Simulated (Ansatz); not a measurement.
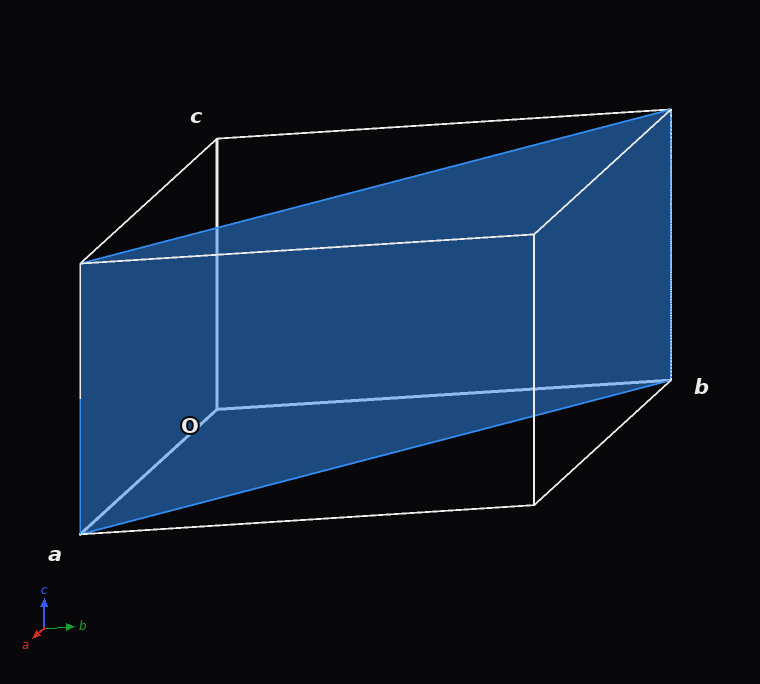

Every member of one family of equally spaced planes, hx + ky + lz = a whole number, that cuts the unit cell is shaded (one member passes through the origin O, touching the cell only at an edge or corner). Crystal: Al, the input geometry of an electronic-structure calculation (not necessarily at equilibrium); the starting structure was generated, so it need not be a known form of this composition. All values are computed from the atomic coordinates in the standard setting (tolerance 0.002 Å).

a = 4.546 Å, b = 4.546 Å, c = 2.754 Å, α = 90.00°, β = 90.00°, γ = 120.00°.

**Which (hkl) family is drawn?**

(1 1 0), in four indices (1 1 −2 0); the opposite sign names the same planes. The member next to the origin meets the axes a at 1, b at 1, c never.

**What is the spacing?**

d = 2.273 Å.
